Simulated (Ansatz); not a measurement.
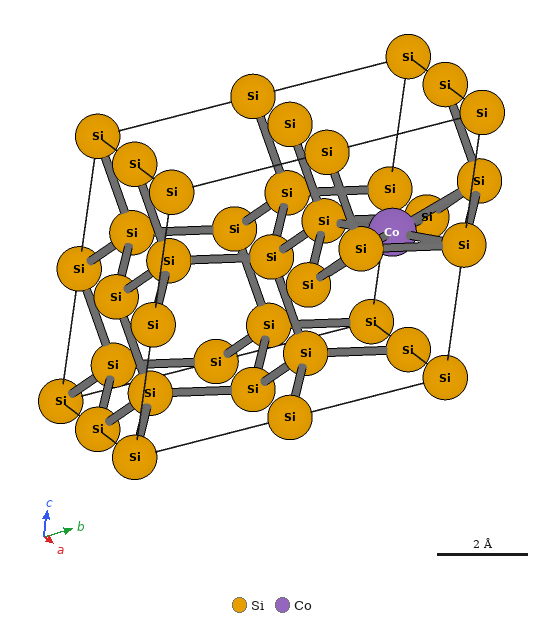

**Figure 1.** The input geometry (ball-and-stick view of the cell of the calculation, seen slightly off an axis; bonded neighbours outside the cell are drawn too). An atom can appear more than once, as a periodic image. Near neighbours in the periodic cell (some may lie outside the picture): Si has 4 Si at 2.35 Å; Si has 1 Co at 2.21 to 2.29 Å and 4 Si at 2.35 Å; Co has 6 Si at 2.21 to 2.29 Å.

CoSi₁₆: geometry relaxation (part 1 of 2)

System: CoSi₁₆ (defect cell, 17 atoms in the cell).
Method: DFT PBE, scalar-relativistic, plane waves, PAW, PAW set soft_1, spin-polarised (Ansatz 0.2.0).

It belongs to a series of runs on one base structure; here: end point A relaxed. Figures and captions count atoms from 1; the log counts them from 0 in places.

The input:
```yaml
crystal:
  lattice:
    - [0.0, 5.43, 5.43]
    - [5.43, 0.0, 5.43]
    - [5.43, 5.43, 0.0]
  atoms:
    - { symbol: Si, position: [0.0, 0.0, 0.0] }
    - { symbol: Si, position: [0.125, 0.125, 0.125] }
    - { symbol: Si, position: [0.0, 0.0, 0.5] }
    - { symbol: Si, position: [0.125, 0.125, 0.625] }
    - { symbol: Si, position: [0.0, 0.5, 0.0] }
    - { symbol: Si, position: [0.125, 0.625, 0.125] }
    - { symbol: Si, position: [0.0, 0.5, 0.5] }
    - { symbol: Si, position: [0.125, 0.625, 0.625] }
    - { symbol: Si, position: [0.5, 0.0, 0.0] }
    - { symbol: Si, position: [0.625, 0.125, 0.125] }
    - { symbol: Si, position: [0.5, 0.0, 0.5] }
    - { symbol: Si, position: [0.625, 0.125, 0.625] }
    - { symbol: Si, position: [0.5, 0.5, 0.0] }
    - { symbol: Si, position: [0.625, 0.625, 0.125] }
    - { symbol: Si, position: [0.5, 0.5, 0.5] }
    - { symbol: Si, position: [0.625, 0.625, 0.625] }
    - { symbol: Co, position: [0.8095219, 0.807638, 0.566142], spin: 1.0 }
magnetization:
  spin_polarized: true
basis:
  ecutwfc: 420.0
kpoints:
  mp_grid: { grid: [2, 2, 2] }
hamiltonian:
  xc: pbe
  pseudopotentials: { kind: paw, azcp: { folder: soft_1 } }
scf:
  occupations: { method: gaussian, width: 0.02 }
  lower_state_search: "off"
relax:
  f_tol: 0.03
  max_steps: 60
  adjacent_minimum: "off"
```

Run as:
```bash
ansatz run input.yaml --threads 2 --pin off --max-ram 5120MiB --backend cpu --events-out ev --progress --plain --runs-dir out
```

What the program printed:
```
Engine: ansatz 0.2.0, aarch64-unknown-linux-gnu
Pseudopotentials: kind: paw
Pseudopotential: Si, paw, valence charge 4, recommended cutoff 420 eV (normal), [file]
Pseudopotential: Co, paw, valence charge 17, recommended cutoff 420 eV (normal), [file]
Functional definition: PBE
  parameter kappa = 0.804
  parameter beta = 0.06672455060314922
  exchange = pbe_x(kappa = kappa, mu = beta*pi^2/3)
  correlation = pbe_c(beta = beta)
Crystal: 17 atoms, lattice volume = 320.206 Å³
Basis set: ecut = 420 eV, 6231 PW (Γ), exchange–correlation on 108×108×108 points (8 copies of the dense FFT grid, shifted against one another)
Bands: 58, of which v1, the nominal top of the filled ones, is band 41 counted from 1 (40 counted from 0)
Symmetry: 1 space group operations
Space group: P1 (ITA 1), of the structure as read, at distance tolerance 6.8e-5 Å
Magnetic group: BNS 1.1 (UNI 1), of the structure as read, at distance tolerance 6.8e-5 Å
k-points: 8
Non-local potential: Si, projectors of the file, l = 0: 2, l = 1: 2, l = 2: 1
Non-local potential: Co, projectors of the file, l = 0: 3, l = 1: 2, l = 2: 3, l = 3: 1
PAW form: soft (Blöchl's): semilocal exchange-correlation on the pseudo side does not see the compensation charge
PAW one-centre angular grid: Si, 110 points (default); XC on 64 Gauss nodes
PAW one-centre angular grid: Co, 590 points (default); XC on 64 Gauss nodes
Initial density: superposition of atomic densities (chi_scale 0.1, normalization cell)
Starting moments: Σ|m| = 1 μB on 1 of 17 sites
Initial wavefunctions: pseudopotential atomic-orbital guess
Functional: x = pbe(κ = 0.804, μ = 0.2195149727645171), c = pbe(β = 0.06672455060314922)
SCF iter   1: F=—  HF=-15301.481174 eV  |F-HF|=—  |Δ(HF+E_count)|=         —  Δρ=7.16e-2 (↑3.69e-2 ↓7.16e-2)  dr2=4.29e1  dr2_m=1.12e0  M=0.250 μB ∫|m|=0.372 μB  β_m=0.30  ethr=3.10e-3  ⟨swp⟩=9.2  Hψ=5122  notcnv=0  defer=57
preconditioner: auto → Resta (q_TF=auto, 2.170 Å⁻¹)  ε∞=5.8  [insulator: Δε(μ)=0.138 eV  Ē_g=8.056 eV  σ=0.020 eV  W_gap=1.00  n_scr=58 (ndim 8)  ℏωp=17.7 eV  f_vac=0.000  D(μ)=0.00/eV (n_scr^D=0)  ε∞_Penn≈5.8]
spin=Collinear: Resta preconditioning applied to the charge; magnetization (m = ρ↑ − ρ↓) channel mixes plain (no charge-response kernel on spin).
SCF iter   2: F=—  HF=-15301.110173 eV  |F-HF|=—  |Δ(HF+E_count)|=   3.71e-1  Δρ=9.74e-2 (↑9.18e-2 ↓9.74e-2)  dr2=1.03e2  dr2_m=4.05e-2  M=1.104 μB ∫|m|=1.182 μB  β_m=1.00  ethr=3.10e-3  ⟨swp⟩=4.7  Hψ=2217  notcnv=0  defer=168
SCF iter   3: F=—  HF=-15298.483283 eV  |F-HF|=—  |Δ(HF+E_count)|=    2.63e0  Δρ=5.29e-2 (↑2.34e-2 ↓5.29e-2)  dr2=2.17e1  dr2_m=8.16e-1  M=0.250 μB ∫|m|=0.392 μB  β_m=0.30  ethr=3.10e-3  ⟨swp⟩=3.9  Hψ=2312  notcnv=0  defer=147
SCF iter   4: F=—  HF=-15296.460957 eV  |F-HF|=—  |Δ(HF+E_count)|=    2.02e0  Δρ=3.75e-2 (↑1.96e-2 ↓3.75e-2)  dr2=1.07e1  dr2_m=2.60e-1  M=1.378 μB ∫|m|=1.462 μB  β_m=1.00  ethr=3.10e-3  ⟨swp⟩=4.1  Hψ=2362  notcnv=0  defer=154
SCF iter   5: F=—  HF=-15296.050576 eV  |F-HF|=—  |Δ(HF+E_count)|=   4.10e-1  Δρ=2.28e-2 (↑5.79e-3 ↓2.28e-2)  dr2=1.03e0  dr2_m=5.81e-1  M=0.750 μB ∫|m|=0.869 μB  β_m=0.30  ethr=3.10e-3  ⟨swp⟩=2.8  Hψ=1284  notcnv=0  defer=147
SCF iter   6: F=—  HF=-15296.073220 eV  |F-HF|=—  |Δ(HF+E_count)|=   2.26e-2  Δρ=1.44e-2 (↑4.52e-3 ↓1.44e-2)  dr2=4.40e-1  dr2_m=2.60e-1  M=0.750 μB ∫|m|=0.875 μB  β_m=0.30  ethr=1.28e-3  ⟨swp⟩=1.9  Hψ=1009  notcnv=0  defer=147
SCF iter   7: F=—  HF=-15296.089979 eV  |F-HF|=—  |Δ(HF+E_count)|=   1.68e-2  Δρ=7.84e-3 (↑3.15e-3 ↓7.84e-3)  dr2=1.06e-1  dr2_m=8.57e-2  M=0.750 μB ∫|m|=0.905 μB  β_m=0.30  ethr=5.43e-4  ⟨swp⟩=1.1  Hψ=796  notcnv=0  defer=147
SCF iter   8: F=—  HF=-15296.099375 eV  |F-HF|=—  |Δ(HF+E_count)|=   9.40e-3  Δρ=3.41e-3 (↑3.41e-3 ↓7.10e-4)  dr2=3.53e-2  dr2_m=8.69e-3  M=0.933 μB ∫|m|=1.061 μB  β_m=1.00  ethr=1.31e-4  ⟨swp⟩=2.0  Hψ=1043  notcnv=0  defer=147
SCF iter   9: F=—  HF=-15296.109061 eV  |F-HF|=—  |Δ(HF+E_count)|=   9.69e-3  Δρ=1.70e-3 (↑8.96e-4 ↓1.70e-3)  dr2=1.82e-3  dr2_m=4.81e-3  M=0.837 μB ∫|m|=0.995 μB  β_m=0.30  ethr=4.36e-5  ⟨swp⟩=2.6  Hψ=1396  notcnv=0  defer=144
SCF iter  10: F=—  HF=-15296.109948 eV  |F-HF|=—  |Δ(HF+E_count)|=   8.87e-4  Δρ=1.73e-3 (↑5.93e-4 ↓1.73e-3)  dr2=4.24e-3  dr2_m=3.88e-3  M=0.817 μB ∫|m|=0.976 μB  β_m=0.30  ethr=2.25e-6  ⟨swp⟩=1.5  Hψ=894  notcnv=0  defer=144
Mixer restart at iter 10: flushing history
spin-set hold released at iteration 10 (site moments contracting): the magnetisation degrees of freedom join the quasi-Newton model from the next iteration; the mixer history was flushed
SCF iter  11: F=—  HF=-15296.112322 eV  |F-HF|=—  |Δ(HF+E_count)|=   2.37e-3  Δρ=3.58e-3 (↑1.32e-3 ↓3.58e-3)  dr2=8.06e-2  dr2_m=4.24e-3  M=1.022 μB ∫|m|=1.149 μB  β_m=0.12  ethr=2.25e-6  ⟨swp⟩=2.0  Hψ=1587  notcnv=0  defer=144  recentre
SCF iter  12: F=—  HF=-15296.110339 eV  |F-HF|=—  |Δ(HF+E_count)|=   1.98e-3  Δρ=1.94e-3 (↑4.51e-4 ↓1.94e-3)  dr2=7.62e-3  dr2_m=4.09e-3  M=0.803 μB ∫|m|=0.965 μB  β_m=0.03  ethr=2.25e-6  ⟨swp⟩=2.0  Hψ=1662  notcnv=0  defer=144
SCF iter  13: F=—  HF=-15296.110337 eV  |F-HF|=—  |Δ(HF+E_count)|=   2.44e-6  Δρ=6.92e-4 (↑5.88e-4 ↓6.92e-4)  dr2=8.82e-5  dr2_m=1.18e-3  M=0.847 μB ∫|m|=0.999 μB  β_m=0.10  ethr=2.25e-6  ⟨swp⟩=2.0  Hψ=895  notcnv=0  defer=144
SCF iter  14: F=—  HF=-15296.110712 eV  |F-HF|=—  |Δ(HF+E_count)|=   3.75e-4  Δρ=1.10e-3 (↑3.29e-4 ↓1.10e-3)  dr2=2.06e-3  dr2_m=1.47e-3  M=0.820 μB ∫|m|=0.976 μB  β_m=0.13  ethr=1.09e-7  ⟨swp⟩=2.0  Hψ=1438  notcnv=0  defer=144
SCF iter  15: F=—  HF=-15296.111031 eV  |F-HF|=—  |Δ(HF+E_count)|=   3.19e-4  Δρ=1.24e-3 (↑1.95e-4 ↓1.24e-3)  dr2=4.63e-3  dr2_m=1.41e-3  M=0.807 μB ∫|m|=0.967 μB  β_m=0.26  ethr=1.09e-7  ⟨swp⟩=2.0  Hψ=1433  notcnv=0  defer=144
SCF iter  16: F=—  HF=-15296.111003 eV  |F-HF|=—  |Δ(HF+E_count)|=   2.80e-5  Δρ=1.10e-4 (↑6.29e-5 ↓1.10e-4)  dr2=1.65e-5  dr2_m=1.89e-5  M=0.832 μB ∫|m|=0.982 μB  β_m=0.63  ethr=2.78e-8  ⟨swp⟩=3.0  Hψ=3328  notcnv=0
SCF iter  17: F=—  HF=-15296.111020 eV  |F-HF|=—  |Δ(HF+E_count)|=   1.71e-5  Δρ=8.59e-5 (↑8.59e-5 ↓2.77e-5)  dr2=2.73e-5  dr2_m=4.43e-6  M=0.830 μB ∫|m|=0.978 μB  β_m=0.74  ethr=2.03e-8  ⟨swp⟩=4.2  Hψ=2683  notcnv=0
SCF iter  18: F=—  HF=-15296.111037 eV  |F-HF|=—  |Δ(HF+E_count)|=   1.67e-5  Δρ=2.23e-4 (↑6.37e-5 ↓2.23e-4)  dr2=2.60e-4  dr2_m=2.16e-5  M=0.830 μB ∫|m|=0.975 μB  β_m=0.63  ethr=2.03e-8  ⟨swp⟩=2.4  Hψ=1452  notcnv=0  defer=144  recentre
iter 19 did not close the SCF: its close was put off for a magnetic moment that had not settled (scf_convergence_deferred on its scf_iter line)
SCF iter  19: F=-15296.111025 eV  HF=-15296.111031 eV  |F-HF|=6.03e-6  |Δ(HF+E_count)|=   5.75e-6  Δρ=4.25e-5 (↑6.27e-6 ↓4.25e-5)  dr2=7.26e-6  dr2_m=1.11e-6  M=0.818 μB ∫|m|=0.965 μB  β_m=0.82  ethr=2.03e-8  ⟨swp⟩=2.4  Hψ=2652  notcnv=0
iter 20 did not close the SCF: its close was put off for a magnetic moment that had not settled (scf_convergence_deferred on its scf_iter line)
SCF iter  20: F=-15296.111029 eV  HF=-15296.111031 eV  |F-HF|=2.27e-6  |Δ(HF+E_count)|=   1.55e-7  Δρ=2.65e-5 (↑3.18e-6 ↓2.65e-5)  dr2=2.66e-6  dr2_m=4.47e-7  M=0.818 μB ∫|m|=0.965 μB  β_m=0.91  ethr=8.96e-9  ⟨swp⟩=2.0  Hψ=2264  notcnv=0
SCF iter  21: F=-15296.111030 eV  HF=-15296.111031 eV  |F-HF|=1.33e-6  |Δ(HF+E_count)|=   8.62e-8  Δρ=1.79e-5 (↑3.79e-6 ↓1.79e-5)  dr2=1.48e-6  dr2_m=1.62e-7  M=0.820 μB ∫|m|=0.966 μB  ethr=3.29e-9  ⟨swp⟩=1.8  Hψ=2027  notcnv=0
SCF 1 converged in 21 iterations: F = -15296.111030 eV  dr2 = 1.48e-6
  greatest PAW one-centre occupation: 1.001 electrons in one spin orbital (limit 2), on the Co atom at site 16 (counted from 0), in its partial waves of l = 1
relax step   1: F+E_penalty+E_count = -15296.11102986 eV  Δ(F+E_penalty+E_count) = +0.000e0 eV  max|allowed force component| = 1.269e0 eV/Å  Δτ_max = 0.0000 Å  (21 SCF iters, dr2 threshold 2.25e-5 eV, accepted)
Initial density: handed on by an earlier stage of this run
Starting moments: Σ|m| = 1 μB on 1 of 17 sites; this step starts from the density that it was given
Initial wavefunctions: those handed on with the density
iter 1 solved again at ethr=5.74e-5 eV; its pass at ethr=3.10e-3 eV (dr2=4.65e-2 eV) is discarded
[...]
preconditioner: auto → Resta (q_TF=auto, 2.170 Å⁻¹)  ε∞=6.5  [insulator: Δε(μ)=0.040 eV  Ē_g=7.591 eV  σ=0.020 eV  W_gap=0.64  n_scr=58 (ndim 8)  ℏωp=17.7 eV  f_vac=0.000  D(μ)=9.97/eV (n_scr^D=64)  ε∞_Penn≈6.5]
spin=Collinear: Resta preconditioning applied to the charge; magnetization (m = ρ↑ − ρ↓) channel mixes plain (no charge-response kernel on spin).
relax step   2: F+E_penalty+E_count = -15296.33920673 eV  Δ(F+E_penalty+E_count) = -2.282e-1 eV  max|allowed force component| = 5.498e-1 eV/Å  Δτ_max = 0.0783 Å  (11 SCF iters, dr2 threshold 1.00e-4 eV, accepted)
preconditioner: auto → Resta (q_TF=auto, 2.170 Å⁻¹)  ε∞=6.5  [insulator: Δε(μ)=0.034 eV  Ē_g=7.567 eV  σ=0.020 eV  W_gap=0.62  n_scr=58 (ndim 8)  ℏωp=17.7 eV  f_vac=0.000  D(μ)=10.58/eV (n_scr^D=64)  ε∞_Penn≈6.5]
spin=Collinear: Resta preconditioning applied to the charge; magnetization (m = ρ↑ − ρ↓) channel mixes plain (no charge-response kernel on spin).
relax step   3: F+E_penalty+E_count = -15296.38826128 eV  Δ(F+E_penalty+E_count) = -4.905e-2 eV  max|allowed force component| = 1.474e-1 eV/Å  Δτ_max = 0.0602 Å  (8 SCF iters, dr2 threshold 1.89e-5 eV, accepted)
preconditioner: auto → Resta (q_TF=auto, 2.170 Å⁻¹)  ε∞=6.5  [insulator: Δε(μ)=0.070 eV  Ē_g=7.570 eV  σ=0.020 eV  W_gap=0.65  n_scr=58 (ndim 8)  ℏωp=17.7 eV  f_vac=0.000  D(μ)=9.64/eV (n_scr^D=64)  ε∞_Penn≈6.5]
spin=Collinear: Resta preconditioning applied to the charge; magnetization (m = ρ↑ − ρ↓) channel mixes plain (no charge-response kernel on spin).
relax step   4: F+E_penalty+E_count = -15296.40189792 eV  Δ(F+E_penalty+E_count) = -1.364e-2 eV  max|allowed force component| = 1.555e-1 eV/Å  Δτ_max = 0.0493 Å  (8 SCF iters, dr2 threshold 1.56e-6 eV, accepted)
preconditioner: auto → Resta (q_TF=auto, 2.170 Å⁻¹)  ε∞=6.5  [insulator: Δε(μ)=0.157 eV  Ē_g=7.564 eV  σ=0.020 eV  W_gap=0.64  n_scr=58 (ndim 8)  ℏωp=17.7 eV  f_vac=0.000  D(μ)=10.45/eV (n_scr^D=64)  ε∞_Penn≈6.5]
spin=Collinear: Resta preconditioning applied to the charge; magnetization (m = ρ↑ − ρ↓) channel mixes plain (no charge-response kernel on spin).
relax step   5: F+E_penalty+E_count = -15296.46511881 eV  Δ(F+E_penalty+E_count) = -6.322e-2 eV  max|allowed force component| = 4.068e-1 eV/Å  Δτ_max = 0.1971 Å  (15 SCF iters, dr2 threshold 1.74e-6 eV, accepted)
preconditioner: auto → Kerker (q_TF=auto, 2.170 Å⁻¹)  [metal: Δε(μ)=0.012 eV  Ē_g=7.558 eV  σ=0.020 eV  W_gap=0.32  n_scr=58 (ndim 8)  ℏωp=17.7 eV  f_vac=0.000  D(μ)=8.20/eV (n_scr^D=58)]
spin=Collinear: Kerker preconditioning applied to the charge; magnetization (m = ρ↑ − ρ↓) channel mixes plain (no charge-response kernel on spin).
relax step   6: F+E_penalty+E_count = -15296.51393822 eV  Δ(F+E_penalty+E_count) = -4.882e-2 eV  max|allowed force component| = 2.544e-1 eV/Å  Δτ_max = 0.1956 Å  (8 SCF iters, dr2 threshold 1.00e-4 eV, accepted)
preconditioner: auto → Kerker (q_TF=auto, 2.170 Å⁻¹)  [metal: Δε(μ)=0.016 eV  Ē_g=7.568 eV  σ=0.020 eV  W_gap=0.44  n_scr=58 (ndim 8)  ℏωp=17.7 eV  f_vac=0.000  D(μ)=7.04/eV (n_scr^D=50)]
spin=Collinear: Kerker preconditioning applied to the charge; magnetization (m = ρ↑ − ρ↓) channel mixes plain (no charge-response kernel on spin).
preconditioner: auto → Resta (q_TF=auto, 2.170 Å⁻¹)  ε∞=6.5  [insulator: Δε(μ)=0.029 eV  Ē_g=7.562 eV  σ=0.020 eV  W_gap=0.70  n_scr=58 (ndim 8)  ℏωp=17.7 eV  f_vac=0.000  D(μ)=4.56/eV (n_scr^D=14)  ε∞_Penn≈6.5]
spin=Collinear: Resta preconditioning applied to the charge; magnetization (m = ρ↑ − ρ↓) channel mixes plain (no charge-response kernel on spin).
relax step   7: F+E_penalty+E_count = -15296.54283723 eV  Δ(F+E_penalty+E_count) = -2.890e-2 eV  max|allowed force component| = 9.069e-2 eV/Å  Δτ_max = 0.0678 Å  (10 SCF iters, dr2 threshold 2.53e-5 eV, accepted)
preconditioner: auto → Resta (q_TF=auto, 2.170 Å⁻¹)  ε∞=6.5  [insulator: Δε(μ)=0.069 eV  Ē_g=7.579 eV  σ=0.020 eV  W_gap=0.98  n_scr=58 (ndim 8)  ℏωp=17.7 eV  f_vac=0.000  D(μ)=0.51/eV (n_scr^D=0)  ε∞_Penn≈6.5]
spin=Collinear: Resta preconditioning applied to the charge; magnetization (m = ρ↑ − ρ↓) channel mixes plain (no charge-response kernel on spin).
relax step   8: F+E_penalty+E_count = -15296.54525491 eV  Δ(F+E_penalty+E_count) = -2.418e-3 eV  max|allowed force component| = 7.173e-2 eV/Å  Δτ_max = 0.0787 Å  (12 SCF iters, dr2 threshold 1.05e-6 eV, accepted)
preconditioner: auto → Resta (q_TF=auto, 2.170 Å⁻¹)  ε∞=6.5  [insulator: Δε(μ)=0.088 eV  Ē_g=7.573 eV  σ=0.020 eV  W_gap=1.00  n_scr=58 (ndim 8)  ℏωp=17.7 eV  f_vac=0.000  D(μ)=0.07/eV (n_scr^D=0)  ε∞_Penn≈6.5]
spin=Collinear: Resta preconditioning applied to the charge; magnetization (m = ρ↑ − ρ↓) channel mixes plain (no charge-response kernel on spin).
relax step   9: F+E_penalty+E_count = -15296.54873602 eV  Δ(F+E_penalty+E_count) = -3.481e-3 eV  max|allowed force component| = 2.689e-2 eV/Å  Δτ_max = 0.0373 Å  (9 SCF iters, accepted)
preconditioner: auto → Resta (q_TF=auto, 2.170 Å⁻¹)  ε∞=6.5  [insulator: Δε(μ)=0.105 eV  Ē_g=7.574 eV  σ=0.020 eV  W_gap=1.00  n_scr=58 (ndim 8)  ℏωp=17.7 eV  f_vac=0.000  D(μ)=0.01/eV (n_scr^D=0)  ε∞_Penn≈6.5]
spin=Collinear: Resta preconditioning applied to the charge; magnetization (m = ρ↑ − ρ↓) channel mixes plain (no charge-response kernel on spin).
relax step  10: F+E_penalty+E_count = -15296.54918336 eV  Δ(F+E_penalty+E_count) = -4.473e-4 eV  max|allowed force component| = 1.981e-2 eV/Å  Δτ_max = 0.0065 Å  (7 SCF iters, accepted)
preconditioner: auto → Resta (q_TF=auto, 2.170 Å⁻¹)  ε∞=6.5  [insulator: Δε(μ)=0.104 eV  Ē_g=7.574 eV  σ=0.020 eV  W_gap=1.00  n_scr=58 (ndim 8)  ℏωp=17.7 eV  f_vac=0.000  D(μ)=0.01/eV (n_scr^D=0)  ε∞_Penn≈6.5]
spin=Collinear: Resta preconditioning applied to the charge; magnetization (m = ρ↑ − ρ↓) channel mixes plain (no charge-response kernel on spin).
relax step  11: F+E_penalty+E_count = -15296.54947713 eV  Δ(F+E_penalty+E_count) = -2.938e-4 eV  max|allowed force component| = 7.390e-3 eV/Å  Δτ_max = 0.0098 Å  (7 SCF iters, accepted)
spin=Collinear: Resta preconditioning applied to the charge; magnetization (m = ρ↑ − ρ↓) channel mixes plain (no charge-response kernel on spin).
relax step  12: F+E_penalty+E_count = -15296.54954748 eV  Δ(F+E_penalty+E_count) = -7.035e-5 eV  max|allowed force component| = 4.056e-3 eV/Å  Δτ_max = 0.0054 Å  (7 SCF iters, accepted)
```

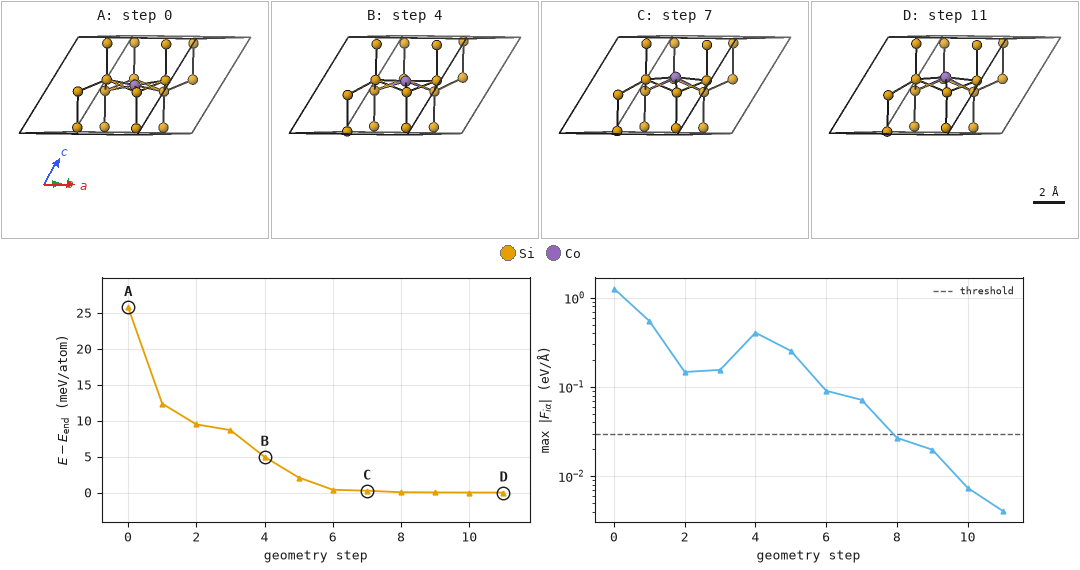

**Figure 2.** Frames of the relaxation (ball-and-stick view of the cell of the calculation (origin shifted), seen at an oblique angle) above the curves, on which the letters mark them (the first geometry is step 0 here and step 1 in the log).

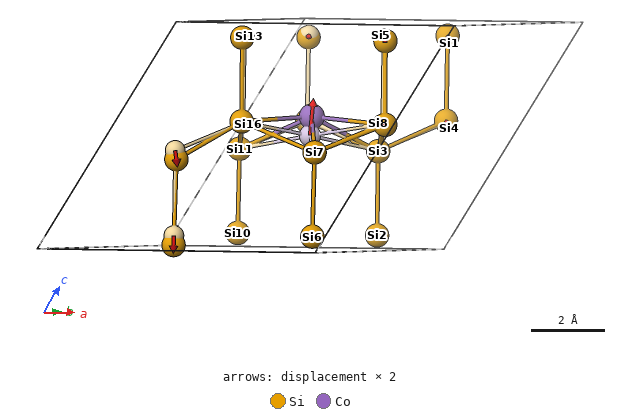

**Figure 3.** Start (faint) and end (solid) with the displacements as red arrows, magnified 2 times (ball-and-stick view of the cell of the calculation (origin shifted), seen at an oblique angle). Over 11 geometry steps the energy falls by 25.8 meV per atom. Largest force component: 1.3 eV/Å at the start, 0.0041 eV/Å at the end. The atom that moves furthest is Co17 (0.53 Å). By element the largest moves are Co 0.53 Å, Si 0.26 Å. The cell doesn't change. Among the contacts that change: Si14–Co17 3.504 → 2.718 Å, Si7–Co17 2.232 → 2.422 Å, Si11–Co17 2.244 → 2.421 Å, Si3–Co17 2.291 → 2.386 Å. New bonds form: Si14–Co17 (3.50 → 2.72 Å). Among the angles that change: Si3–Co17–Si16 179.1° → 153.0°, Si7–Co17–Si12 178.0° → 152.8°, Si5–Si8–Co17 99.4° → 84.8°. (Atoms are counted from 1 in the order of the input.)

```
Magnetization: 0.5000 μB (40.7500 up, 40.2500 down)
Absolute magnetization: 0.6525 μB (∫|ρ↑−ρ↓|, with the PAW one-centre terms)
Spin contamination: 0.0103 ħ² per cell (⟨S²⟩ above its minimum at these occupations)
Per-site moments (μB) at R_I (Å): [(-7.789332727839826e-5, 0.9681604191946049), (0.0018048696517995347, 0.9589046668572127), (0.009105212307700535, 0.9589046668572127), (0.0005772822997474755, 0.9681604191946049), (0.0035329974148277776, 0.9540654917273689), (0.0007692488306395666, 0.9589615583117854), (0.009957661828083355, 0.9589615583117854), (0.011082484516893127, 0.9534969012268811), (0.0035059352153909745, 0.9540769578320629), (0.0007876110837319063, 0.958946992416259), (0.009932030955285318, 0.958946992416259), (0.011225319050077946, 0.953643154749988), (0.004693560381793799, 0.9545087860855591), (0.00531808521909848, 0.9697633915098075), (0.009095306337887783, 0.9729558030660446), (0.006198111500227214, 0.9480428443116686), (0.33897906584602777, 0.9480428443116686)]
Free energy (F): -15296.549547 eV
[...]
Harris-Foulkes:  -15296.549547 eV  (|F-HF|=5.80e-9)
Internal energy: -15296.549545 eV  (E = F + TS)
E sigma→0 (E₀):  -15296.549546 eV
Entropy (-TS):   -0.000003 eV (-0.000 meV/atom)
Fermi energy:    7.100452 eV
```
